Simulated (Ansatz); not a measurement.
**Molecular dynamics, with input and output: C (part 3 of 3)**

C (18 atoms in the cell); DFT PBE+D3(BJ), scalar-relativistic, plane waves, PAW, no spin polarisation (Ansatz 0.2.0); cutoff 420 eV, 4×4×4 k-mesh, Fermi–Dirac smearing of 0.0689 eV. The structure derives from an entry of the Crystallography Open Database. It belongs to a series of runs on one base structure; here: dynamics (NVT, Langevin thermostat) at 800 K, volume × 1.02.

Geometry of the input (Å; fractional positions):
```
1.2361  4.2822  3.3702
-1.2361  -4.2822  3.3702
4.9445  -2.1411  -3.3702
C  0.7222  0.1296  0.8519
C  0.0556  0.9074  0.9630
C  0.3889  0.6852  0.0741
C  0.7222  0.7963  0.5185
C  0.0556  0.5741  0.6296
C  0.3889  0.3518  0.7407
C  0.7222  0.4630  0.1852
C  0.0556  0.2407  0.2963
C  0.3889  0.0185  0.4074
C  0.9444  0.7593  0.7037
C  0.2778  0.5370  0.8148
C  0.6111  0.3148  0.9259
C  0.9444  0.4259  0.3704
C  0.2778  0.2037  0.4815
C  0.6111  0.9815  0.5926
C  0.9444  0.0926  0.0370
C  0.2778  0.8704  0.1481
C  0.6111  0.6482  0.2593
```

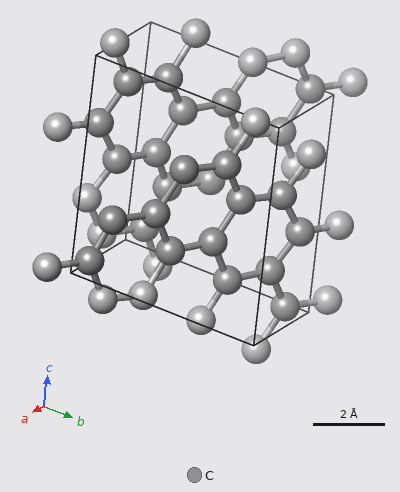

**Figure 1.** The geometry at step 28 of the log (ball-and-stick view of the cell of the calculation, seen slightly off an axis; neighbours outside the cell are drawn fainter).

### Trajectory as extended XYZ, continued
```
18
Lattice="1.2361 4.2822 3.3702 -1.2361 -4.2822 3.3702 4.9445 -2.1411 -3.3702" Properties=species:S:1:pos:R:3:forces:R:3 step=19 time_fs=76.0 energy=-4517.38205 temperature=517.7 pressure_GPa=-1.31
C     4.9911    0.8024   -0.0267    1.5513  -2.6242  -0.1668
C     3.8397   -5.6765   -0.2522   -3.2350  -0.7966   1.0759
C     0.1037   -1.3718    3.0514   -4.1350   0.8178   1.4875
C     2.4974   -1.3913    3.3171    2.5478   2.5172  -1.6065
C     2.5169   -3.5079   -0.0797    1.7877  -1.3227   0.4836
C     3.7569   -1.3709   -0.0119    0.5003   0.0729   0.6452
C     1.2921    0.7910    3.4320    1.3077  -0.4446  -0.9785
C     1.2999   -1.4053    0.1112    1.5155   4.0321  -0.2336
C     2.5655    0.8830   -0.1520    0.2220  -5.6469   1.0244
C     3.7712   -0.6929    3.1937    0.4047   0.8533   0.6469
C     3.7279   -2.7945   -0.0637    2.7609  -0.7824  -1.5851
C     5.0187   -0.6687   -0.0041   -0.7282   1.2249   0.1266
C     2.6182    1.5391    3.5067   -4.2872  -4.5602  -0.8232
C     2.5610   -0.6361    0.1102   -1.3917   1.5555  -1.8688
C     2.5797   -2.7654    3.2331   -2.2895  -0.1729   0.5013
C     1.2918    3.5639    3.3228    1.3359   2.7717  -0.1696
C     0.0931   -2.8006    3.0714    0.0444   1.2105   0.2253
C     1.2646   -0.6579    3.2080    2.0884   1.2944   1.2153
18
Lattice="1.2361 4.2822 3.3702 -1.2361 -4.2822 3.3702 4.9445 -2.1411 -3.3702" Properties=species:S:1:pos:R:3:forces:R:3 step=21 time_fs=84.0 energy=-4517.66808 temperature=604.9 pressure_GPa=-2.02
C     5.0185    0.7318   -0.0398    0.1896   3.0060  -0.5941
C     3.7915   -5.6595   -0.2005    0.5615   2.2149  -0.1937
C     0.0387   -1.3733    3.0298    3.8095  -0.5646   1.3796
C     2.5270   -1.3428    3.3368    1.5502  -1.4325  -1.4182
C     2.5915   -3.5370   -0.0690    0.6081   2.2553   0.5371
C     3.7922   -1.3735    0.0186    1.5749  -0.1519  -0.0632
C     1.3890    0.7279    3.3786   -1.1336   2.5022  -0.2093
C     1.3550   -1.2731    0.1460   -1.4845  -2.5065  -1.2376
C     2.5529    0.7515   -0.1241    0.3334   4.2629  -0.2562
C     3.8260   -0.6370    3.2330   -2.3947  -1.4975   0.4678
C     3.8441   -2.8352   -0.1078   -3.7204   2.7933  -0.0353
C     5.0622   -0.6676   -0.0258   -0.1417  -1.2013   0.2643
C     2.6540    1.5261    3.4886   -2.6592  -0.8211  -0.7891
C     2.5802   -0.5834    0.1098    0.1163  -3.4880  -0.7036
C     2.5283   -2.7750    3.2473    1.5548  -1.1775   0.6772
C     1.2952    3.6780    3.2738    1.3127  -3.4211   1.3592
C     0.1061   -2.7773    3.0738   -1.4579  -2.2213   0.6818
C     1.2871   -0.6841    3.2395    1.3810   1.4485   0.1334
18
Lattice="1.2361 4.2822 3.3702 -1.2361 -4.2822 3.3702 4.9445 -2.1411 -3.3702" Properties=species:S:1:pos:R:3:forces:R:3 step=22 time_fs=88.0 energy=-4517.55385 temperature=602.4 pressure_GPa=-1.14
C     5.0491    0.7202   -0.0555   -0.2869   2.7637  -0.3525
C     3.7687   -5.5859   -0.1879    2.7889  -3.2637  -0.0317
C     0.0432   -1.3555    3.0383    5.4985  -1.9733   1.4083
C     2.5849   -1.3309    3.3325   -1.8847  -2.7336  -0.9298
C     2.6642   -3.5173   -0.0673   -4.1375   1.6640   0.5211
C     3.8633   -1.3739    0.0466   -1.4046   0.2427  -0.6264
C     1.4196    0.7274    3.3517   -1.5801   2.1966   0.0976
C     1.3480   -1.2535    0.1241   -0.5347  -4.3081  -1.1584
C     2.5559    0.7293   -0.1074    0.1909   4.5096  -0.4231
C     3.8135   -0.6339    3.2600   -0.7094   0.5314   0.0962
C     3.8540   -2.8139   -0.1358   -2.0468   2.6452   0.4895
C     5.0933   -0.6841   -0.0300    0.1232  -0.1914   0.2753
C     2.6249    1.4982    3.4531    0.6436   0.5416  -0.5225
C     2.5797   -0.5986    0.0854    1.6924  -3.8171  -0.1668
C     2.5204   -2.8079    3.2632    3.3628   0.3845   0.4408
C     1.3399    3.6564    3.2710   -1.1360   0.2856   0.8276
C     0.1116   -2.8042    3.0879   -2.0559   0.6645   0.5407
C     1.3130   -0.6684    3.2684    1.4762  -0.1420  -0.4859
18
Lattice="1.2361 4.2822 3.3702 -1.2361 -4.2822 3.3702 4.9445 -2.1411 -3.3702" Properties=species:S:1:pos:R:3:forces:R:3 step=24 time_fs=96.0 energy=-4518.25497 temperature=732.9 pressure_GPa=-1.21
C     5.0859    0.7671   -0.0760    1.0517  -0.4539   0.1320
C     3.8195   -5.5710   -0.1713   -1.2216  -3.0012   0.6163
C     0.1736   -1.3571    3.0575   -1.7161   0.8873   2.0456
C     2.5767   -1.3801    3.2923    2.3134  -0.0604   0.0772
C     2.6235   -3.4425   -0.0752   -0.0481  -1.4426  -0.3782
C     3.9304   -1.3616    0.0559   -2.4734   0.7369  -1.2371
C     1.4026    0.7791    3.3404    1.2571  -1.9912  -0.2584
C     1.3385   -1.3585    0.0130    2.1363  -0.8666  -0.6388
C     2.5702    0.7854   -0.0759    1.3113  -2.3975  -0.0425
C     3.7990   -0.6119    3.2738    1.3840  -0.0298  -0.2649
C     3.8657   -2.7171   -0.1531    1.1627  -3.6650   0.1507
C     5.1631   -0.6917   -0.0390   -2.3131   3.1008   0.3728
C     2.6192    1.4718    3.3421   -0.3346   2.2791   0.3823
C     2.6265   -0.7109    0.0118   -0.4711   3.2191   0.1954
C     2.6144   -2.8293    3.2888   -1.3364   0.9999  -0.1089
C     1.3742    3.6488    3.2844   -1.0960   1.1942  -0.0265
C     0.0983   -2.7900    3.1612    1.9154   1.4399  -0.1527
C     1.3967   -0.6604    3.2877   -1.5215   0.0509  -0.8643
18
Lattice="1.2361 4.2822 3.3702 -1.2361 -4.2822 3.3702 4.9445 -2.1411 -3.3702" Properties=species:S:1:pos:R:3:forces:R:3 step=25 time_fs=100.0 energy=-4517.98638 temperature=582.0 pressure_GPa=-0.17
C     5.1003    0.7910   -0.0716    1.3697  -0.6071  -0.0301
C     3.8426   -5.6300   -0.1506   -0.7091   1.2988   0.3615
C     0.2221   -1.3501    3.0975   -3.9679   0.6718   1.5222
C     2.5699   -1.4033    3.2828    4.6604   1.5666   0.0172
C     2.5719   -3.4278   -0.0921    5.2553  -3.0093  -0.6199
C     3.9216   -1.3543    0.0400   -1.1843   0.6580  -1.4102
C     1.3970    0.7908    3.3315    0.9788  -1.5680  -0.6054
C     1.3668   -1.4251   -0.0534    0.4209   4.3471  -0.2023
C     2.5977    0.7867   -0.0501    0.7462  -1.7641  -0.4858
C     3.8413   -0.5998    3.2571   -0.7733  -1.1986   0.0524
C     3.9017   -2.7260   -0.1476   -0.5447  -2.5071   0.2747
C     5.1622   -0.6325   -0.0559   -1.9236   0.0079   0.6390
C     2.6304    1.4933    3.2770   -2.6657  -0.0784   0.6338
C     2.6250   -0.7161   -0.0185   -0.2985   2.8322   0.3404
C     2.6672   -2.8157    3.2872   -4.0735   0.4133   0.1289
C     1.3590    3.6596    3.2880    1.7719  -1.0095  -0.1770
C     0.1192   -2.7502    3.1948    2.0958  -1.7701  -0.0120
C     1.4150   -0.6704    3.2783   -1.1583   1.7165  -0.4275
18
Lattice="1.2361 4.2822 3.3702 -1.2361 -4.2822 3.3702 4.9445 -2.1411 -3.3702" Properties=species:S:1:pos:R:3:forces:R:3 step=27 time_fs=108.0 energy=-4518.47558 temperature=817.8 pressure_GPa=-0.21
C     5.1421    0.8072   -0.0509   -2.0955   0.8957  -0.8007
C     3.9045   -5.6746   -0.1255    0.0456   2.7412   0.0467
C     0.1816   -1.3004    3.2206    2.7623  -3.5059   0.3610
C     2.6833   -1.3582    3.2721   -1.8825   0.4875  -0.4935
C     2.6551   -3.4782   -0.1567    0.0123  -0.0108   0.0349
C     3.8806   -1.3236   -0.0451   -0.1748  -0.8805  -0.6217
C     1.3983    0.7748    3.2457   -1.0010   1.4381  -0.0168
C     1.3990   -1.3662   -0.1550   -0.2163  -0.0113   0.3763
C     2.6728    0.7631    0.0035   -1.2670   1.7230  -1.5374
C     3.8765   -0.6169    3.2342    2.0117  -1.0601   0.0952
C     3.9571   -2.7920   -0.1232   -4.8505   2.9011  -0.0031
C     5.0707   -0.5560   -0.0795    2.0379  -4.3932   0.2304
C     2.5961    1.5051    3.1841    2.6636  -0.6637   0.4709
C     2.6184   -0.6556   -0.0659    1.1400  -0.0612   0.2209
C     2.6462   -2.7763    3.2466    1.1933  -0.3288   1.3454
C     1.4134    3.6119    3.2595    0.8954   1.7621  -0.0369
C     0.2111   -2.7523    3.2476   -1.1824  -1.7262   0.3946
C     1.4361   -0.6409    3.2571   -0.0921   0.6930  -0.0663
18
Lattice="1.2361 4.2822 3.3702 -1.2361 -4.2822 3.3702 4.9445 -2.1411 -3.3702" Properties=species:S:1:pos:R:3:forces:R:3 step=28 time_fs=112.0 energy=-4518.22635 temperature=716.8 pressure_GPa=-0.17
C     5.1283    0.8176   -0.0497   -0.6840  -0.4623  -1.0375
C     3.9508   -5.6472   -0.1071   -0.6181   0.3187  -0.2222
C     0.1799   -1.3110    3.2917    3.0547  -2.0447  -0.4873
C     2.7151   -1.3253    3.2561   -2.7227  -0.6238  -0.4742
C     2.7023   -3.5033   -0.1919   -2.7694   0.6608   0.3593
C     3.8709   -1.3199   -0.1060   -1.1725  -1.6296   0.1479
C     1.3590    0.7942    3.1979    1.4479   1.0839   0.2888
C     1.4029   -1.2983   -0.1977    2.8446  -4.9125   0.3125
C     2.6846    0.7890    0.0122   -0.2580   0.5213  -1.7331
C     3.9125   -0.6360    3.2340    2.6847  -0.2197  -0.0597
C     3.9198   -2.7892   -0.1078   -1.2910   1.8987  -0.4440
C     5.0360   -0.5952   -0.0861    3.4132  -0.6401  -0.1635
C     2.6120    1.4852    3.1405    1.8924   1.2524   0.3570
C     2.6397   -0.6247   -0.0954    0.4809   0.0085   0.1014
C     2.6410   -2.7603    3.2335    2.4336   0.3451   1.5648
C     1.4701    3.5951    3.2440   -4.0311   4.2002   0.3558
C     0.2513   -2.7755    3.2534   -2.7308   0.7024   0.8959
C     1.4675   -0.6113    3.2404   -1.9741  -0.4593   0.2381
18
Lattice="1.2361 4.2822 3.3702 -1.2361 -4.2822 3.3702 4.9445 -2.1411 -3.3702" Properties=species:S:1:pos:R:3:forces:R:3 step=30 time_fs=120.0 energy=-4517.75726 temperature=464.7 pressure_GPa=-1.39
C     5.1362    0.8195   -0.0675    0.9352  -0.9877  -0.5746
C     4.0143   -5.6224   -0.0937   -2.5981  -1.1330  -0.2171
C     0.2855   -1.3942    3.4141   -2.5685   4.7828  -2.0779
C     2.7010   -1.2971    3.1822    1.8809  -0.4756   0.2969
C     2.6931   -3.5235   -0.2270   -0.1232   0.8308   0.7312
C     3.8299   -1.3733   -0.2148    2.7053   1.3726   1.4405
C     1.3640    0.8563    3.1406    2.9610  -1.8207   0.1834
C     1.5022   -1.3361   -0.2488   -3.3839   0.1626   0.5712
C     2.7115    0.8341   -0.0336   -0.0150  -0.1617  -1.1582
C     4.0386   -0.6594    3.2235   -4.0892   1.1612  -0.5349
C     3.8855   -2.7660   -0.0817    1.4382  -1.8874  -0.6081
C     5.0843   -0.6756   -0.0974   -0.3184   3.2360  -0.7438
C     2.6673    1.5085    3.0772    0.5004   0.3582   0.4349
C     2.6726   -0.5652   -0.1757    0.3158  -1.9215  -0.1380
C     2.7012   -2.7331    3.2694   -0.7125   0.4649   0.3869
C     1.4494    3.6705    3.2284    1.4283  -1.8037   0.0550
C     0.2395   -2.7596    3.3006    2.2923  -0.4610   0.8470
C     1.4691   -0.5738    3.1720   -0.6485  -1.7168   1.1056
18
Lattice="1.2361 4.2822 3.3702 -1.2361 -4.2822 3.3702 4.9445 -2.1411 -3.3702" Properties=species:S:1:pos:R:3:forces:R:3 step=32 time_fs=128.0 energy=-4518.34073 temperature=724.9 pressure_GPa=-2.30
C     5.2188    0.7986   -0.0732   -1.8065   0.3025  -0.5093
C     3.9346   -5.6034   -0.1294    2.0167  -0.1412   0.2722
C     0.2757   -1.3308    3.4194   -2.4426  -0.9292  -1.2968
C     2.7322   -1.3009    3.1176   -0.1289  -0.9297   1.5038
C     2.6909   -3.4924   -0.1909    1.0608   1.1072   0.0149
C     3.9045   -1.3846   -0.2421    1.1371   1.2128   1.0761
C     1.4514    0.7927    3.1703    0.3005   1.5891  -0.4483
C     1.4924   -1.3438   -0.2722   -1.0839   2.3826  -0.1366
C     2.7177    0.8513   -0.1413    0.8017  -1.1963   0.3275
C     3.9977   -0.5951    3.1946   -3.4455  -1.1346  -0.4165
C     3.9312   -2.8325   -0.0758    0.5545   2.7592  -0.5818
C     5.1487   -0.6410   -0.1263    0.8257  -0.2314  -0.4417
C     2.7222    1.5472    3.0527   -1.2588  -2.1211   1.1356
C     2.7076   -0.5858   -0.2951    0.2172  -1.2441   0.6970
C     2.7516   -2.7303    3.3207   -0.8849   0.0280  -1.4165
C     1.4627    3.6869    3.1832    1.4532  -1.5646   0.3169
C     0.2491   -2.7592    3.3554    0.1277   0.2186  -0.5628
C     1.4437   -0.6135    3.1773    2.5560  -0.1078   0.4665
18
Lattice="1.2361 4.2822 3.3702 -1.2361 -4.2822 3.3702 4.9445 -2.1411 -3.3702" Properties=species:S:1:pos:R:3:forces:R:3 step=33 time_fs=132.0 energy=-4518.16575 temperature=591.2 pressure_GPa=-2.17
C     5.2364    0.8072   -0.0869   -2.2227  -0.6390  -0.4820
C     3.9068   -5.6066   -0.1390    1.7643   0.1141   0.2147
C     0.2349   -1.3059    3.4052    2.0129  -3.3594  -0.7889
C     2.7389   -1.3148    3.1278   -1.7786  -0.7225   1.3636
C     2.7063   -3.4470   -0.1697    0.5859  -0.9075  -0.4310
C     3.9672   -1.3648   -0.2459   -0.1562  -0.0390   0.5520
C     1.4999    0.7669    3.1809   -0.5243   1.9068  -0.5149
C     1.4539   -1.3072   -0.2837    3.2193  -1.6982  -0.6380
C     2.7283    0.8424   -0.1858    0.5635  -1.5020   0.6708
C     3.9093   -0.5717    3.1755    2.0518  -1.3737   0.1798
C     3.9799   -2.8421   -0.0852   -2.1782   4.7410  -0.6953
C     5.1855   -0.6235   -0.1480    1.0285  -0.8195  -0.1542
C     2.7352    1.5268    3.0507   -1.4770   0.4656   1.3156
C     2.7422   -0.6326   -0.3574   -0.8392   1.1985   1.4079
C     2.7565   -2.7272    3.3181   -0.3677  -1.0586  -1.5846
C     1.5003    3.6351    3.1722   -1.5031   2.9095   0.4826
C     0.2415   -2.7691    3.3666   -0.5975   0.2812  -1.1345
C     1.4768   -0.6384    3.2075    0.4183   0.5026   0.2364
18
Lattice="1.2361 4.2822 3.3702 -1.2361 -4.2822 3.3702 4.9445 -2.1411 -3.3702" Properties=species:S:1:pos:R:3:forces:R:3 step=35 time_fs=140.0 energy=-4517.99670 temperature=689.3 pressure_GPa=-2.06
C     5.1947    0.8072   -0.1397    2.6981  -0.9427  -0.4949
C     3.8860   -5.6011   -0.1638    1.3614  -0.0675  -0.0211
C     0.2571   -1.3618    3.3866   -0.3118   1.6777  -0.9389
C     2.6862   -1.3736    3.2252    0.7615   1.3707   0.0922
C     2.7361   -3.4051   -0.1430   -1.0210  -2.3832  -1.1072
C     4.0679   -1.3179   -0.2393   -2.2584  -0.3192  -0.9346
C     1.5387    0.7847    3.1817   -0.5338  -0.6710   0.0511
C     1.4907   -1.3410   -0.2972    0.7102  -0.0571  -0.2370
C     2.7588    0.7954   -0.2069   -2.1075  -1.1077   0.0323
C     3.8552   -0.5883    3.1280    3.9365  -0.3784   1.3992
C     3.9842   -2.7264   -0.1302    0.8147  -1.1097   0.4915
C     5.3095   -0.6201   -0.2277   -3.2687   0.5134   0.5411
C     2.7137    1.4976    3.1177    2.1369   2.3876   0.4506
C     2.7693   -0.6567   -0.4520    0.1032   1.5669   2.7251
C     2.7487   -2.7929    3.2822   -1.3251   0.3520  -0.7234
C     1.5013    3.6507    3.1911   -0.9957   1.5168  -0.2777
C     0.2218   -2.7644    3.3250    0.7273  -1.2667  -1.0253
C     1.5021   -0.6333    3.2790   -1.4279  -1.0819  -0.0230
18
Lattice="1.2361 4.2822 3.3702 -1.2361 -4.2822 3.3702 4.9445 -2.1411 -3.3702" Properties=species:S:1:pos:R:3:forces:R:3 step=36 time_fs=144.0 energy=-4517.70294 temperature=559.8 pressure_GPa=-1.41
C     5.1969    0.7830   -0.1713    2.4607   1.4803  -0.4464
C     3.8946   -5.5650   -0.1959    1.9148  -1.8904   0.1971
C     0.2796   -1.3850    3.3736   -1.5392   3.5842  -0.9625
C     2.6796   -1.3858    3.2812    1.4759   1.1973  -0.7285
C     2.7348   -3.4165   -0.1421    0.5430  -1.5038  -0.7636
C     4.0840   -1.3004   -0.2535   -1.7510   0.2055  -1.0299
C     1.5452    0.8036    3.1635    0.3968  -1.4342   0.5491
C     1.5419   -1.3773   -0.2929   -1.6491   3.8048  -0.0126
C     2.7405    0.7733   -0.2130   -1.9771  -0.3399  -0.3677
C     3.9087   -0.6213    3.1381    0.0645   1.5643   1.3859
C     3.9948   -2.6757   -0.1361    0.3510  -4.0984   0.5215
C     5.3487   -0.6115   -0.2679   -4.5735   0.2339   0.5516
C     2.7342    1.5258    3.1663    1.7367  -0.2618  -0.0872
C     2.7898   -0.6416   -0.4585   -0.3773   0.0517   2.6277
C     2.7182   -2.8296    3.2407   -0.0838   1.6255   0.0544
C     1.4683    3.7060    3.1877    1.2769  -1.6271  -0.6366
C     0.2259   -2.7651    3.2830    1.0932  -1.2431  -0.6513
C     1.4828   -0.6240    3.3004    0.6373  -1.3490  -0.2013
18
Lattice="1.2361 4.2822 3.3702 -1.2361 -4.2822 3.3702 4.9445 -2.1411 -3.3702" Properties=species:S:1:pos:R:3:forces:R:3 step=38 time_fs=152.0 energy=-4517.78846 temperature=664.2 pressure_GPa=-1.15
C     5.2491    0.8257   -0.2075   -1.7279  -0.5772  -1.1168
C     4.0011   -5.5552   -0.2377   -1.6718  -2.2405   0.4057
C     0.2699   -1.3013    3.3194    0.3660  -1.0262  -0.5339
C     2.7250   -1.3929    3.3344    0.3426   0.2227  -1.4436
C     2.7540   -3.4850   -0.1534    2.3845   1.2710   0.3905
C     4.0407   -1.2225   -0.3150    0.6163  -4.3877   0.5474
C     1.5782    0.7951    3.1324   -0.5095   1.1226   0.9596
C     1.5464   -1.3059   -0.2698   -0.5928  -0.0130   0.2706
C     2.6617    0.7524   -0.2530    4.0593   2.1418  -0.1559
C     3.9804   -0.6442    3.2068   -0.9189   1.0047   0.4663
C     4.0295   -2.6958   -0.1229   -1.7019  -0.7830  -0.9060
C     5.2963   -0.5983   -0.3421    0.4856   0.3452   0.9762
C     2.8383    1.5659    3.2277   -3.2932  -1.3421  -1.1211
C     2.8054   -0.6114   -0.3648   -3.3449  -0.4649   0.6956
C     2.6933   -2.8464    3.1575    1.2671   2.6972   1.1766
C     1.4719    3.7170    3.1265    3.5383  -0.6300   0.0496
C     0.2839   -2.7746    3.2152   -1.4774   2.3921  -0.0319
C     1.4940   -0.6237    3.3182    2.1785   0.2673  -0.6291
```

### Summary

- outcome: finished
- mean temperature over the second half: 628 K
- trajectory: 38 steps, 152 fs
- ensemble: nvt_langevin
- temperature in the input: 800.0 K
- time step: 4.0 fs
- space group of the start (tolerance 0.01 Å): Fmmm (69)
- electrons treated: 72
- potential energy (free energy of the electrons) (last step): −4517.7885 eV
- Fermi energy (last step): 7.041 eV
- pressure (without the kinetic term) (last step): −2.18 GPa
- largest force (length of the vector) (last step): 4.592 eV/Å
- hardware: 4 threads of an x86-64 CPU, shared host
- wall time: 1.7 min (CPU time 6.5 min)
- peak memory: 0.85 GiB

### Remarks

The program warns: the SCF threshold is looser than advised for the printed stress. So short a trajectory is not equilibrated. The logged temperature at the start can lie below the typed one, since it is counted over all degrees of freedom.
